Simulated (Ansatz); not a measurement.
System: Ge (slab).

Input file:

```
crystal:
  lattice:
    - [3.9969678635, 0.0, 0.0]
    - [-1.9984839317, 3.4614757079, 0.0]
    - [0.0, 0.0, 25.7245268633]
  atoms:
    - { symbol: Ge, position: [0.3333333333, 0.6666666667, 0.2915505517] }
    - { symbol: Ge, position: [0.6666666667, 0.3333333333, 0.3238146691] }
    - { symbol: Ge, position: [0.6666666667, 0.3333333333, 0.4197621448] }
    - { symbol: Ge, position: [0.3333333333, 0.6666666667, 0.4520262622] }
    - { symbol: Ge, position: [0.3333333333, 0.6666666667, 0.5479737378] }
    - { symbol: Ge, position: [0.6666666667, 0.3333333333, 0.5802378552] }
    - { symbol: Ge, position: [0.6666666667, 0.3333333333, 0.6761853309] }
    - { symbol: Ge, position: [0.3333333333, 0.6666666667, 0.7084494483] }
basis:
  ecutwfc: 420
kpoints:
  mp_grid: { grid: [9, 9, 1] }
hamiltonian:
  xc: pbesol
scf:
  occupations: { method: gaussian, width: 0.1 }
output:
  forces: true
  stress: true
  eigenvalues: true
  write_density: true
  write_potential: true
  elf: true
  volumetric_format: npy
efield:
  axis: 3
  dipole_correction: true
  ramp_width: 0.04
```

Run with:

```sh
ansatz run input.yaml --threads 1 --pin off --max-ram 2560MiB --backend cpu --events-out ev --progress --plain --runs-dir out
```

Level of theory: DFT PBEsol, scalar-relativistic, plane waves, PAW (Ansatz).

Question: Predict the valence pseudo-density and electron localisation function between the atoms.

Answer: Ge–Ge (2.45 Å): ρ is about 0.49 e/Å³ halfway; the ELF peaks at about 0.75 between the atoms.

Question: Does the calculation make it a metal, or give it a gap?

Answer: It is gapless in this calculation (a metal or semimetal).

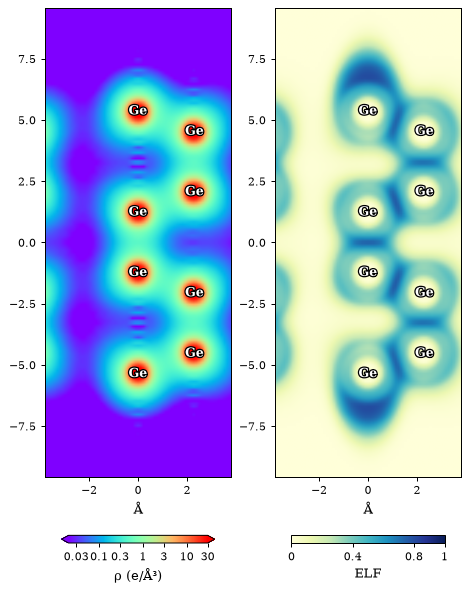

Computed valence pseudo-density and electron localisation function on the (110) plane of the calculation cell, a cut from vacuum to vacuum, in this order. 

Core electrons are frozen (PAW), and the valence fields are smoothed inside the atomic spheres.
